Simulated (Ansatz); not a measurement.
**Geometry relaxation, with input and output: Ta₂N (part 2 of 2)**

Ta₂N (P-31m, 9 atoms in the cell); DFT LDA, scalar-relativistic, plane waves, PAW, no spin polarisation (Ansatz 0.2.0); cutoff 420 eV, 6×6×4 k-mesh, Gaussian smearing of 0.1 eV. The structure derives from a Materials Project entry.

Geometry of the input (Å; fractional positions):
```
5.2966  0.0000  0.0000
-2.6483  4.5870  0.0000
0.0000  0.0000  4.9392
Ta 0.6664  0.6664  0.7536
Ta -0.0000  0.3336  0.7536
Ta 0.3336  0.0000  0.7536
Ta 0.3336  0.3336  0.2464
Ta -0.0000  0.6664  0.2464
Ta 0.6664  0.0000  0.2464
N  0.6667  0.3333  0.5000
N  0.3333  0.6667  0.5000
N  0.0000  0.0000  0.0000
```

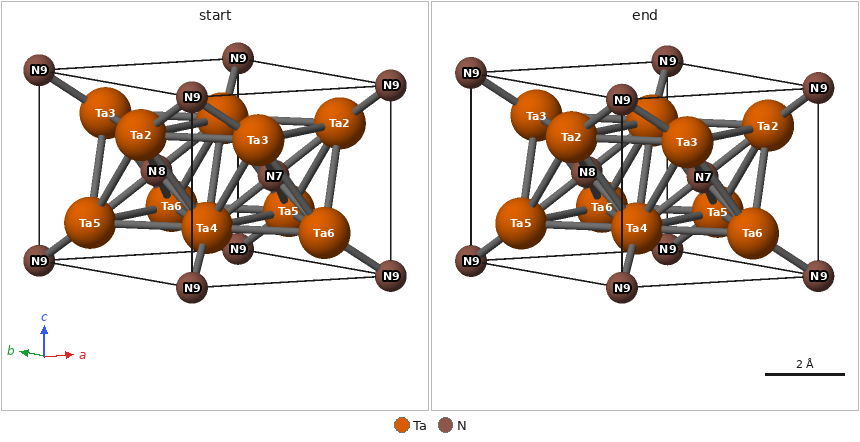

Figure 1. Before (left) and after (right) the relaxation, at one scale (ball-and-stick view of the cell of the calculation, seen at an oblique angle). The largest moves relative to the cell, 0.004 Å, are those of Ta1, Ta2, Ta3, Ta4, Ta5 and Ta6. N stays in place. The volume changes by −3.6 %, with a = b 5.297 → 5.233 Å (−1.2 %), c 4.939 → 4.877 Å (−1.3 %). Among the contacts that change: Ta1–Ta5 3.066 → 3.020 Å, Ta1–Ta2 3.057 → 3.021 Å, Ta1–Ta4 3.005 → 2.976 Å, Ta1–N7 2.164 → 2.136 Å. The space group stays P-31m (No. 162). The energy falls by 18.5 meV per atom in 3 geometry steps. Largest force component: 0.15 eV/Å at the start, 0.018 eV/Å at the end. The pressure goes from −11.05 to −0.11 GPa. The line search rejected the trial step at point 1 (counted from 0) and went back. A last SCF at the same geometry on a re-selected plane-wave basis shifts the energy by +0.9 meV per atom. (Atoms are counted from 1 in the order of the input.)

```
basis re-selected at this cell: Δ(F+E_penalty+E_count) = +7.851e-3 eV, ΔP = -0.111 GPa vs the last step (what re-selecting the basis moved, of the pressure what is left beyond the Pulay correction that the steps carried, after the strain that the cell walked since its last selection, with what the two solves' SCF thresholds leave and, on support functions, any second-order correction that the steps lacked; it is no measure of the basis error at this ecutwfc). This SCF's stress stands 1.35e-1 GPa from its target on what of the cell is left free (relax.cell.stress_tol is 5.00e-1 GPa) and its largest allowed force component is 1.81e-2 eV/Å (relax.f_tol is 5.00e-2 eV/Å): within both
SCF converged after 4 iterations
Free energy (F): -59227.174574 eV
Harris-Foulkes:  -59227.174574 eV  (|F-HF|=1.20e-9)
Internal energy: -59227.162449 eV  (E = F + TS)
E sigma→0 (E₀):  -59227.168512 eV
Entropy (-TS):   -0.012125 eV (-1.347 meV/atom)
Fermi energy:    20.261151 eV
--- Per-component energies (eV) ---
  E_band       = -459.153476
  E_kinetic    = 2611.125102
  E_local      = -3548.433014  (includes V_loc(G=0)·N_el)
  E_nonlocal   = 263.391015
  E_hartree    = 1225.983649
  E_xc         = -1488.149471
  E_vxc        = -1463.577975  (∫ρ·V_xc dr)
  E_paw        = -49251.166015  (= ΣΔE_a)
  E_vpaw       = -773.626332  (= ΣTr[D̂ρ^β])
  E_aug_tail   = 0.001348  (compensation charges beyond the density's cutoff)
  E_ewald      = -9041.708612
  E_core_change = 1.793549  (= ΣΔE_core)
  E_smearing   = -0.012125  (= −TS)
  E_closure    = 0.000000  (closes the sum)
  Σ components = -59227.174574   (vs F -59227.174574, Δ=0.00e0)
--- Forces (eV/Å), atoms counted from 1 ---
  atom   1  Ta     0.00907483     0.01571807     0.01031560
  atom   2  Ta     0.00907483    -0.01571807     0.01031560
  atom   3  Ta    -0.01814966     0.00000000     0.01031560
  atom   4  Ta    -0.00907483    -0.01571807    -0.01031560
  atom   5  Ta    -0.00907483     0.01571807    -0.01031560
  atom   6  Ta     0.01814966    -0.00000000    -0.01031560
  atom   7  N     -0.00000000    -0.00000000     0.00000000
  atom   8  N      0.00000000     0.00000000     0.00000000
  atom   9  N     -0.00000000    -0.00000000     0.00000000
  max |Σ_I F_I| component: 1.73e-17 eV/Å
--- Stress (GPa, compression-positive) ---
       -0.090875       0.000000      -0.000000
        0.000000      -0.090875       0.000000
       -0.000000       0.000000      -0.134623
  P = ⅓ Tr σ = -0.1055 GPa (-1.055 kbar)
--- Band table (eV; the first three rows and the last of 24) ---
  k-point 0: bands = ["-47.9626", "-47.8729", "-47.8571", "-47.8571", "-47.8568", "-47.8568", "-15.3840", "-14.9480", "-14.7576", "-14.7576", "-14.7401", "-14.7401", "-14.6986", "-14.5959", "-14.5578", "-14.4543", "-14.4543", "-14.4333", "-14.4333", "-14.1426", "-14.1426", "-14.0262", "-14.0262", "-13.9769", "2.4979", "4.0266", "4.7287", "11.5369", "12.9647", "12.9647", "13.1951", "13.1951", "13.8938", "13.8938", "14.0078", "14.2637", "14.3303", "17.0771", "17.6024", "17.6024", "18.2720", "18.2720", "18.7596", "19.4369", "19.8098", "19.8098", "19.9373", "20.1612", "20.1612", "21.0016", "21.0016", "22.1139", "22.1139", "23.3507", "23.5099", "23.9945"]
  k-point 1: bands = ["-47.9496", "-47.8861", "-47.8579", "-47.8579", "-47.8560", "-47.8560", "-15.2518", "-14.9642", "-14.9642", "-14.8954", "-14.6912", "-14.6890", "-14.6890", "-14.6204", "-14.6144", "-14.4618", "-14.4618", "-14.2882", "-14.2882", "-14.1211", "-14.1129", "-14.1129", "-14.0236", "-14.0236", "2.8264", "4.0533", "4.4091", "11.7490", "12.0134", "12.0134", "13.4488", "13.5774", "13.5774", "13.9363", "14.3814", "14.3814", "15.5491", "17.4031", "17.8555", "17.8555", "18.3020", "18.3020", "18.5300", "19.0128", "19.2232", "19.2232", "19.6952", "20.7137", "20.7137", "21.7402", "21.7402", "21.9912", "21.9912", "22.1308", "23.4327", "23.4327"]
  k-point 2: bands = ["-47.9208", "-47.9150", "-47.8583", "-47.8583", "-47.8556", "-47.8556", "-15.0551", "-15.0551", "-14.9689", "-14.9268", "-14.7951", "-14.7540", "-14.7540", "-14.7188", "-14.4177", "-14.4000", "-14.3816", "-14.3816", "-14.2348", "-14.2348", "-14.0943", "-14.0943", "-14.0055", "-14.0055", "3.5137", "3.7306", "4.0800", "11.5920", "11.5920", "12.0690", "12.9702", "13.4424", "13.4424", "13.8670", "14.8608", "14.8608", "17.2803", "17.4324", "17.8360", "17.9697", "17.9697", "18.4267", "18.5723", "18.5723", "18.8829", "18.8829", "19.3127", "20.9390", "20.9390", "21.1440", "22.4077", "22.4077", "22.5032", "22.5032", "23.1570", "23.1570"]
  k-point 23: bands = ["-47.8960", "-47.8960", "-47.8950", "-47.8600", "-47.8585", "-47.8585", "-15.1353", "-15.1353", "-15.0121", "-14.7739", "-14.6999", "-14.6999", "-14.6520", "-14.5710", "-14.5710", "-14.3840", "-14.3752", "-14.3752", "-14.2484", "-14.2484", "-14.2246", "-14.0608", "-14.0569", "-14.0569", "3.7236", "3.7236", "3.8072", "11.8397", "12.3153", "12.3153", "13.4417", "13.4417", "13.9677", "14.0577", "14.0577", "14.2905", "15.9609", "16.8320", "16.8320", "16.8919", "17.4243", "17.4243", "18.7095", "18.7095", "18.7104", "19.5895", "19.5895", "20.7826", "21.7223", "22.4362", "22.4362", "22.8883", "22.9162", "22.9162", "23.6243", "23.6243"]
--- Relaxed structure (4 steps of the walk, 3 accepted, 1 SCFs on fresh bases) ---
  F+E_penalty+E_count = -59227.17457419 eV   max|allowed force component| = 1.815e-2 eV/Å   (the final SCF, on the basis selected at the relaxed cell)
  cell:  # Å, volume = 115.6501 Å³
    - [5.232794533241921, -2.0681254391857384e-34, -5.515001171161969e-34]
    - [-2.6163972666209605, 4.5317329985718375, 2.7575005855809845e-34]
    - [-3.857154787233447e-34, 0.0, 4.876948445973993]
  atoms:
    - { symbol: Ta, position: [0.666733820896092, 0.666733820896092, 0.7528123591397832] }
    - { symbol: Ta, position: [5.551115123125783e-17, 0.33326617910390804, 0.7528123591397832] }
    - { symbol: Ta, position: [0.33326617910390793, 1.7494588340032337e-36, 0.7528123591397832] }
    - { symbol: Ta, position: [0.333266179103908, 0.33326617910390804, 0.24718764086021663] }
    - { symbol: Ta, position: [5.551115123125783e-17, 0.666733820896092, 0.24718764086021663] }
    - { symbol: Ta, position: [0.6667338208960919, -1.749458834003231e-36, 0.24718764086021663] }
    - { symbol: N, position: [0.6666666666666665, 0.33333333333333326, 0.5] }
    - { symbol: N, position: [0.33333333333333326, 0.6666666666666665, 0.5] }
    - { symbol: N, position: [1.8195452739578306e-20, 1.5745129506029103e-35, 1.8052263119614893e-36] }
```

Trajectory as extended XYZ (Å, eV, eV/Å), 5 frames, from step=1 to step=5:
```
9
Lattice="5.2966 0.0000 0.0000 -2.6483 4.5870 0.0000 0.0000 0.0000 4.9392" Properties=species:S:1:pos:R:3:forces:R:3 step=1 energy=-59227.01598 pressure_GPa=-11.05
Ta    1.7647    3.0566    3.7223    0.0207   0.0358  -0.1493
Ta   -0.8836    1.5304    3.7223    0.0207  -0.0358  -0.1493
Ta    1.7671    0.0000    3.7223   -0.0413   0.0000  -0.1493
Ta    0.8836    1.5304    1.2169   -0.0207  -0.0358   0.1493
Ta   -1.7647    3.0566    1.2169   -0.0207   0.0358   0.1493
Ta    3.5294    0.0000    1.2169    0.0413   0.0000   0.1493
N     2.6483    1.5290    2.4696    0.0000   0.0000   0.0000
N     0.0000    3.0580    2.4696    0.0000   0.0000   0.0000
N     0.0000    0.0000    0.0000    0.0000   0.0000   0.0000
9
Lattice="5.1768 0.0000 0.0000 -2.5884 4.4832 0.0000 0.0000 0.0000 4.8001" Properties=species:S:1:pos:R:3:forces:R:3 step=2 energy=-59226.99985 pressure_GPa=12.86 accepted=F
Ta    1.7211    2.9811    3.6304    0.0464   0.0803  -0.4640
Ta   -0.8673    1.5022    3.6304    0.0464  -0.0803  -0.4640
Ta    1.7345    0.0000    3.6304   -0.0928   0.0000  -0.4640
Ta    0.8673    1.5022    1.1697   -0.0464  -0.0803   0.4640
Ta   -1.7211    2.9811    1.1697   -0.0464   0.0803   0.4640
Ta    3.4422    0.0000    1.1697    0.0928   0.0000   0.4640
N     2.5884    1.4944    2.4001    0.0000   0.0000   0.0000
N     0.0000    2.9888    2.4001    0.0000   0.0000   0.0000
N     0.0000    0.0000    0.0000    0.0000   0.0000   0.0000
9
Lattice="5.2300 0.0000 0.0000 -2.6150 4.5294 0.0000 0.0000 0.0000 4.8895" Properties=species:S:1:pos:R:3:forces:R:3 step=3 energy=-59227.17932 pressure_GPa=-0.42
Ta    1.7457    3.0237    3.6775   -0.0358  -0.0620   0.0757
Ta   -0.8693    1.5056    3.6775   -0.0358   0.0620   0.0757
Ta    1.7386    0.0000    3.6775    0.0716   0.0000   0.0757
Ta    0.8693    1.5056    1.2120    0.0358   0.0620  -0.0757
Ta   -1.7457    3.0237    1.2120    0.0358  -0.0620  -0.0757
Ta    3.4915    0.0000    1.2120   -0.0716   0.0000  -0.0757
N     2.6150    1.5098    2.4448    0.0000   0.0000   0.0000
N     0.0000    3.0196    2.4448    0.0000   0.0000   0.0000
N     0.0000    0.0000    0.0000    0.0000   0.0000   0.0000
9
Lattice="5.2328 0.0000 0.0000 -2.6164 4.5317 0.0000 0.0000 0.0000 4.8769" Properties=species:S:1:pos:R:3:forces:R:3 step=4 energy=-59227.18243 pressure_GPa=0.01
Ta    1.7444    3.0215    3.6714    0.0091   0.0158   0.0102
Ta   -0.8720    1.5103    3.6714    0.0091  -0.0158   0.0102
Ta    1.7439    0.0000    3.6714   -0.0182   0.0000   0.0102
Ta    0.8720    1.5103    1.2055   -0.0091  -0.0158  -0.0102
Ta   -1.7444    3.0215    1.2055   -0.0091   0.0158  -0.0102
Ta    3.4889    0.0000    1.2055    0.0182   0.0000  -0.0102
N     2.6164    1.5106    2.4385    0.0000   0.0000   0.0000
N     0.0000    3.0212    2.4385    0.0000   0.0000   0.0000
N     0.0000    0.0000    0.0000    0.0000   0.0000   0.0000
9
Lattice="5.2328 0.0000 0.0000 -2.6164 4.5317 0.0000 0.0000 0.0000 4.8769" Properties=species:S:1:pos:R:3:forces:R:3 step=5 energy=-59227.17457 pressure_GPa=-0.11
Ta    1.7444    3.0215    3.6714    0.0091   0.0157   0.0103
Ta   -0.8720    1.5103    3.6714    0.0091  -0.0157   0.0103
Ta    1.7439    0.0000    3.6714   -0.0181   0.0000   0.0103
Ta    0.8720    1.5103    1.2055   -0.0091  -0.0157  -0.0103
Ta   -1.7444    3.0215    1.2055   -0.0091   0.0157  -0.0103
Ta    3.4889    0.0000    1.2055    0.0181   0.0000  -0.0103
N     2.6164    1.5106    2.4385    0.0000   0.0000   0.0000
N     0.0000    3.0212    2.4385    0.0000   0.0000   0.0000
N     0.0000    0.0000    0.0000    0.0000   0.0000   0.0000
```
